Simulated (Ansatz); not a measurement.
# Calculations on HC$_{16}$

Part 1: Relaxation

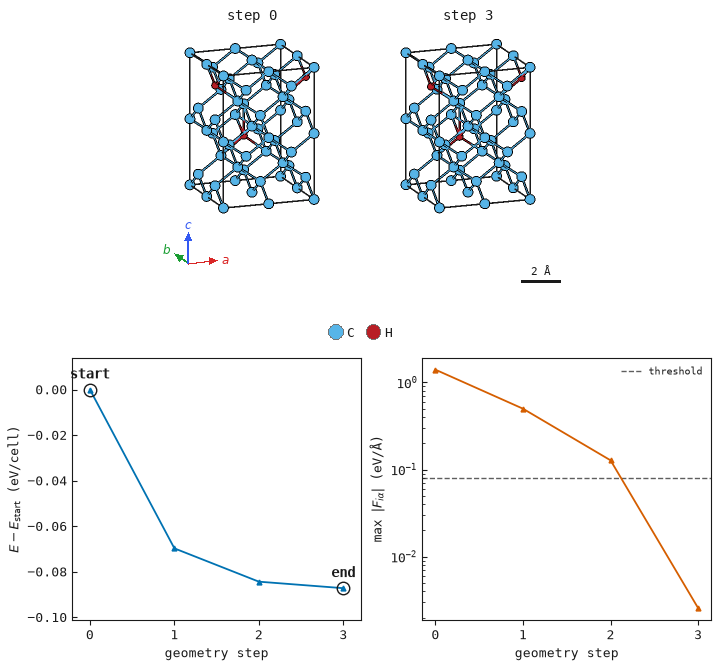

First and last geometry of a relaxation of a defect cell of composition HC$_{16}$, with the history of the run. A ball-and-stick model of the larger cell on standard axes (2 times the calculation's cell), seen slightly off an axis.

It is an interstitial H in diamond C. The run prepares the start of a later molecular dynamics calculation, from a guessed geometry.

The calculation used DFT PBE, scalar-relativistic, plane waves, PAW (Ansatz 0.2.0).

Input file:
```yaml
crystal:
  lattice:
    - [0.0, 3.57, 3.57]
    - [3.57, 0.0, 3.57]
    - [3.57, 3.57, 0.0]
  atoms:
    - { symbol: C, position: [0.0, 0.0, 0.0] }
    - { symbol: C, position: [0.125, 0.125, 0.125] }
    - { symbol: C, position: [0.0, 0.0, 0.5] }
    - { symbol: C, position: [0.125, 0.125, 0.625] }
    - { symbol: C, position: [0.0, 0.5, 0.0] }
    - { symbol: C, position: [0.125, 0.625, 0.125] }
    - { symbol: C, position: [0.0, 0.5, 0.5] }
    - { symbol: C, position: [0.125, 0.625, 0.625] }
    - { symbol: C, position: [0.5, 0.0, 0.0] }
    - { symbol: C, position: [0.625, 0.125, 0.125] }
    - { symbol: C, position: [0.5, 0.0, 0.5] }
    - { symbol: C, position: [0.625, 0.125, 0.625] }
    - { symbol: C, position: [0.5, 0.5, 0.0] }
    - { symbol: C, position: [0.625, 0.625, 0.125] }
    - { symbol: C, position: [0.5, 0.5, 0.5] }
    - { symbol: C, position: [0.625, 0.625, 0.625] }
    - { symbol: H, position: [0.8832451, 0.8666816, 0.8861287], spin: 1.0 }
magnetization:
  spin_polarized: true
basis:
  ecutwfc: 420.0
kpoints:
  mp_grid: { grid: [3, 3, 3] }
hamiltonian:
  xc: pbe
scf:
  occupations: { method: fermi_dirac, width: 0.05 }
  lower_state_search: "off"
relax:
  f_tol: 0.08
  max_steps: 25
  adjacent_minimum: "off"
```

Run as
```bash
ansatz run input.yaml --threads 1 --pin off --max-ram 3072MiB --backend cpu --events-out ev --progress --plain --runs-dir out
```

> What do the curves and the structures tell?

It converged. The atom that moves furthest is H17 (0.065 Å roughly along −c). By element the largest moves are H 0.065 Å, C 0.026 Å. The cell stays as it was. Some distances before and after: C6–H17 1.716 → 1.806 Å, C3–H17 1.593 → 1.546 Å, C1–H17 1.501 → 1.544 Å, C9–H17 1.581 → 1.546 Å. After 3 geometry steps the energy has fallen by 87.2 meV per cell of the calculation. Largest force component: 1.4 eV/Å at the start, 0.0026 eV/Å at the end. The program noted that the starting moments weren't kept. Cost: 92 s on 1 thread of AMD EPYC 7R13 Processor (Zen 3), with other jobs on the host, peak memory 0.44 GiB.

| step | E − E(0), meV/atom | largest force component, eV/Å |
| --- | --- | --- |
| 0 | 0.00 | 1.4019 |
| 1 | -4.10 | 0.4996 |
| 2 | -4.96 | 0.1276 |
| 3 | -5.13 | 0.0026 |

Limits of the set-up: the k-point mesh is coarse for a cell with partly filled bands; the periodic images lie only 5.0 Å apart, so the values are limited by the cell's size.

Part 2: Dynamics

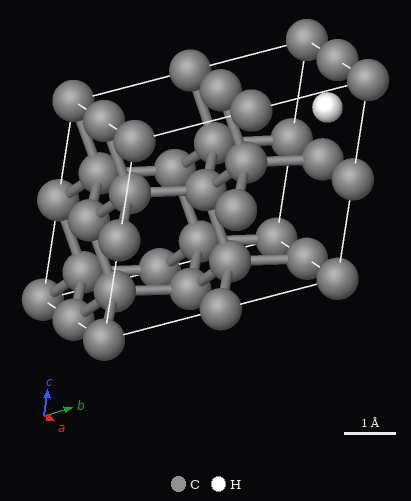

Starting frame of a dynamics run of C with an interstitial H (17 atoms in the cell). The picture is a ball-and-stick view of the reduced simulation cell, seen slightly off an axis. Bonds to atoms that aren't drawn are left out. Lengths and directions refer to the drawn axes.

These are results of DFT PBE, scalar-relativistic, plane waves, PAW in Ansatz, not measurements.

Input
```yaml
crystal:
  lattice:
    - [0.0, 3.57, 3.57]
    - [3.57, 0.0, 3.57]
    - [3.57, 3.57, 0.0]
  atoms:
    - { symbol: C, position: [0.00040896, -0.00055292, 0.00058192] }
    - { symbol: C, position: [0.12547911, 0.12451292, 0.12565118] }
    - { symbol: C, position: [0.0004272, -0.00053663, 0.50079861] }
    - { symbol: C, position: [0.12850375, 0.12753396, 0.62262277] }
    - { symbol: C, position: [0.00041663, 0.49969124, 0.00058964] }
    - { symbol: C, position: [0.12850854, 0.62148112, 0.12867917] }
    - { symbol: C, position: [0.00170525, 0.49910596, 0.50024189] }
    - { symbol: C, position: [0.12849845, 0.62149847, 0.62263199] }
    - { symbol: C, position: [0.50062018, -0.00053482, 0.00060193] }
    - { symbol: C, position: [0.62245255, 0.12753216, 0.1286727] }
    - { symbol: C, position: [0.50007309, 0.00073819, 0.5002417] }
    - { symbol: C, position: [0.62246984, 0.1275222, 0.62264329] }
    - { symbol: C, position: [0.50007327, 0.49910578, 0.00187427] }
    - { symbol: C, position: [0.62246175, 0.62150156, 0.12866742] }
    - { symbol: C, position: [0.50007295, 0.49910577, 0.50024158] }
    - { symbol: C, position: [0.62547745, 0.62451555, 0.62564705] }
    - { symbol: H, position: [0.87559613, 0.87446108, 0.87574159] }
magnetization:
  spin_polarized: true
basis:
  ecutwfc: 420.0
kpoints:
  mp_grid: { grid: [3, 3, 3] }
hamiltonian:
  xc: pbe
scf:
  occupations: { method: fermi_dirac, width: 0.05 }
  lower_state_search: "off"
md:
  timestep: 0.5
  n_steps: 160
  ensemble: nvt_langevin
  temperature: 1200.0
  initial_velocities: maxwell_boltzmann
  seed: 633758
  friction: 0.05
```

Run as
```bash
ansatz run input.yaml --threads 1 --pin off --max-ram 3072MiB --backend cpu --events-out ev --progress --plain --runs-dir out
```

**Predict how the run goes.**

Over the second half the temperature averages 1127 K (spread ±140 K). The potential energy in the second half lies on average 154 meV per atom above the first frame. In the second half of the run the atoms are, in the root-mean-square, this far from where they began (common drift taken out): H 0.35 Å, C 0.11 Å. The run lasts only 80 fs, too short to tell vibration from diffusion. Bond changes: 3 C–H bonds form between 52 fs and 66 fs; 2 C–H bonds break between 60 fs and 60 fs.

Along the run (each row but the first and the last is the mean over the interval that it begins):

| time (fs) | potential energy (meV/atom) | T (K) |
| --- | --- | --- |
| 0.0 | 0.0 | 1129 |
| 13.0 | 161.4 | 1041 |
| 26.0 | 159.4 | 1199 |
| 39.0 | 153.1 | 1212 |
| 52.0 | 151.5 | 1115 |
| 65.0 | 160.8 | 1076 |
| 78.0 | 129.4 | 1078 |

The paths of the atoms, magnified 2 times:

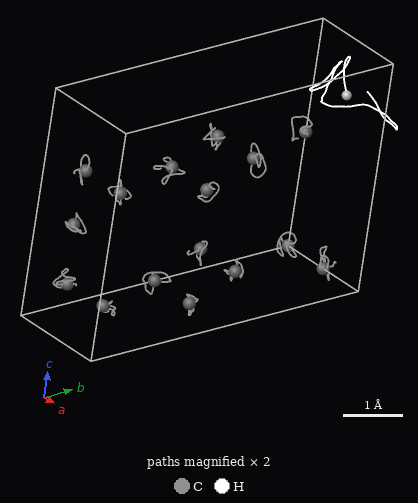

Limits of the set-up: the k-point mesh is coarse for a cell with partly filled bands; the periodic images lie only 5.0 Å apart, so the values are limited by the cell's size.

Cost: 15 min on 1 thread of AMD EPYC 7R13 Processor (Zen 3) (shared host), peak memory 0.45 GiB.

Part 3: Dynamics

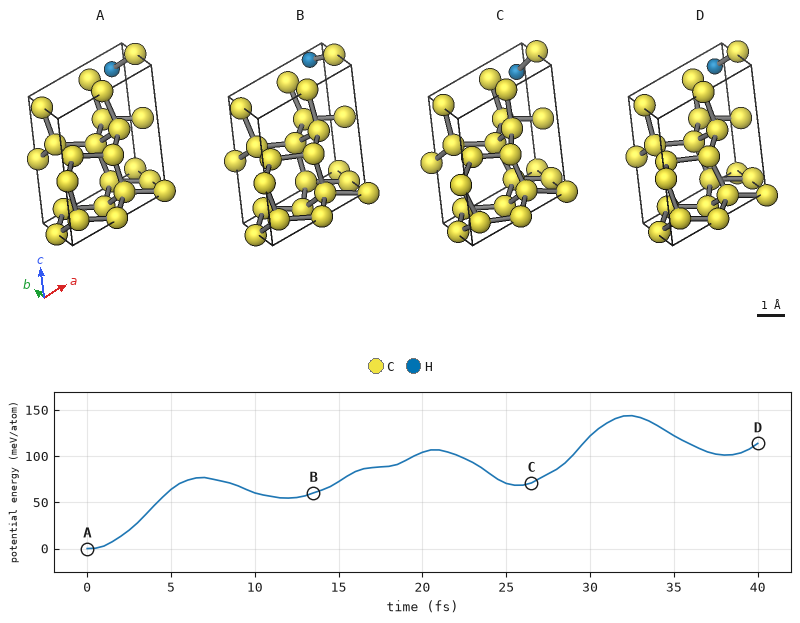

A Born-Oppenheimer molecular dynamics run of C with an interstitial H (17 atoms in the cell), 40 fs long. It starts from the last geometry of an earlier run, with fresh velocities. Frames (A at 0 fs, B at 13.5 fs, C at 26 fs, D at 40 fs) and the history of the run. The picture is a ball-and-stick view of the reduced simulation cell, seen slightly off an axis. Bonds to atoms that aren't drawn are left out. Lengths and directions refer to the drawn axes.

Method: Ansatz 0.2.0, DFT PBE, scalar-relativistic, plane waves, PAW. Settings: plane-wave cutoff 420 eV; k-point mesh 3 × 3 × 3; Fermi-Dirac smearing 0.05 eV; spin collinear; Langevin thermostat (NVT); set temperature 1680 K; time step 0.5 fs; friction 0.05 per fs.

**Describe the run.**

In the second half of the run the atoms are, in the root-mean-square, this far from where they began (common drift taken out): H 0.28 Å, C 0.18 Å. The run lasts only 40 fs, too short to tell vibration from diffusion. Bond changes: 2 C–H bonds break between 24 fs and 29 fs; one C–H bond forms at about 28 fs. Over the second half the temperature averages 1684 K (spread ±191 K). The potential energy is still drifting at the end, so the run hasn't reached equilibrium. The potential energy in the second half lies on average 106 meV per atom above the first frame.

Limits of the set-up: the k-point mesh is coarse for a cell with partly filled bands; the periodic images lie only 5.0 Å apart, so the values are limited by the cell's size.

The run took 25 min on 1 thread of AMD EPYC 7R13 Processor (Zen 3) (shared host), peak memory 0.46 GiB.
